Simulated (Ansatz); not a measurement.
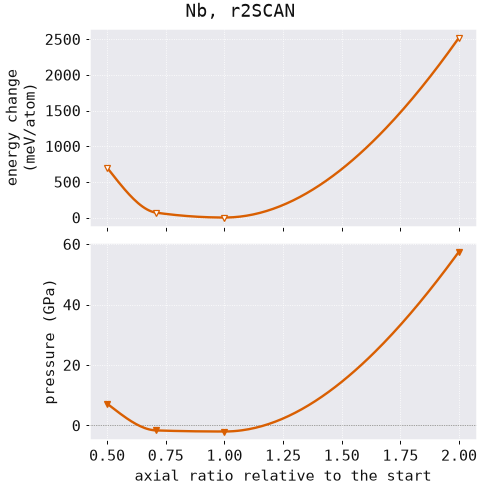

The plot gives the computed energy change and pressure against relative axial ratio for Nb, space group Fm-3m (No. 225).

Starting cell:
```yaml
crystal:
  lattice:
    - [0.00000, 2.11500, 2.11500]
    - [2.11500, 0.00000, 2.11500]
    - [2.11500, 2.11500, 0.00000]
  atoms:
    - { symbol: Nb, position: [0.00000, 0.00000, 0.00000] }
```

Method: deformation of a crystal at fixed volume, lengths along the axis scaled against those across it, fractional coordinates fixed, by plane-wave density functional theory with PAW datasets, free energies less that of the undisturbed cell, pressure positive in compression; scalar-relativistic (Ansatz 0.2.0). Level: r2SCAN, no spin polarisation.

```tsv
setting	value
wave cutoff	500 eV
k mesh	22×22×22
occupations	Gaussian
smearing width	0.15 eV
k shift	(0, 0, 0) (mesh steps)
start	as given
path	trigonal
axis direction	(0.5774, 0.5774, 0.5774) (Cartesian unit vector)
```

Where is the energy change lowest, and are there other minima?

Answer. The lowest computed point is at relative axial ratio 1.00 (0 meV/atom), and no other minimum shows.

What does the pressure do across the range?

Answer. It goes from 7.2 GPa at relative axial ratio 0.50 to 57.5 GPa at 2.00, not monotonically, with a low of −2.0 GPa at 1.00, and changes sign near 0.7 and 1.0.

Keep in mind: reference crystal is not relaxed.
